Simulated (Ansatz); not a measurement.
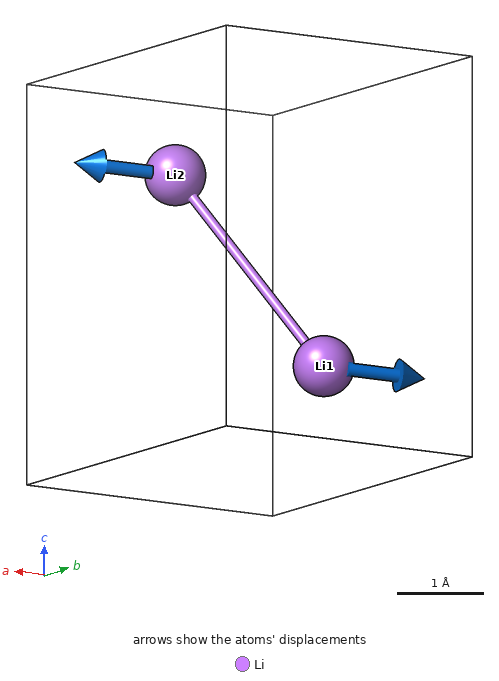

The lowest optical mode of crystalline Li (a generated structure), space group P6₃/mmc (No. 194), at the zone centre. The blue arrows give the relative displacements of the atoms. Style: ball-and-stick. Shown: the cell of the calculation, from a free direction.

Computed with DFT PBE, scalar-relativistic, plane waves, PAW (Ansatz 0.2.0). Settings: plane-wave cutoff 420 eV; k-point mesh 21 × 21 × 12; occupations fermi dirac; smearing width 0.15 eV; no spin polarisation.

The frequencies depend somewhat on the k-mesh and the smearing.

Question: Is the structure stable against all modes at this point?

Answer: Yes: this softest mode has a real frequency, and so have all others here. That speaks for this wave vector alone: the rest of the zone wasn't checked in this run. This is the E₂g mode (doubly degenerate; one member of the set is drawn) at 124 cm⁻¹, the lowest optical level, Raman-active by symmetry. All motion is along a; atoms of one kind move against one another, with no net shift of their sublattice.
